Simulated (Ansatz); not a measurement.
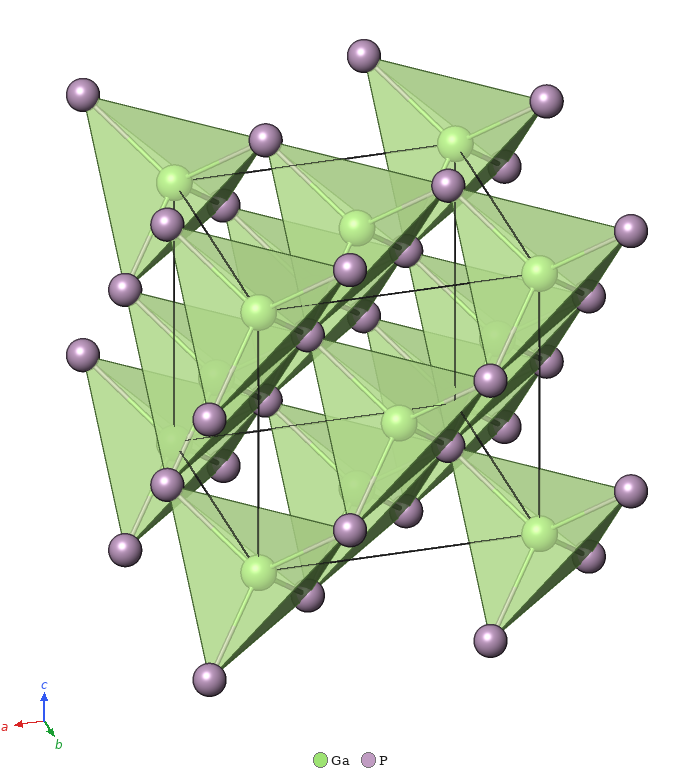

Crystal structure, polyhedral style, seen from a general direction. The conventional unit cell is drawn as a box. Some atoms of the next cells are drawn as well.

GaP, space group F-43m (No. 216), a = 5.51 Å, b = 5.51 Å, c = 5.51 Å, α = 90.00°, β = 90.00°, γ = 90.00°.

Results below were computed with Ansatz, DFT PBE, scalar-relativistic, plane waves, PAW; the settings were an energy cutoff of 420 eV, k-points about 0.49 Å⁻¹ apart, Gaussian smearing of 0.01 eV, no spin polarisation.

**Metal or not?**

A semiconductor at this level, with a gap of 1.57 eV on the k-mesh (the true edges may lie between mesh points, so the gap can be somewhat smaller).

**What is the computed pressure?**

The computed pressure is 0.4 GPa (compressed: it would expand).

Source of the structure: a structure listed in the Materials Project. Earlier steps of the study, as a rule a relaxation of our own, may have changed the cell and positions, so they can lie some per cent off the listed ones. It was run through Ansatz as a DFT input.
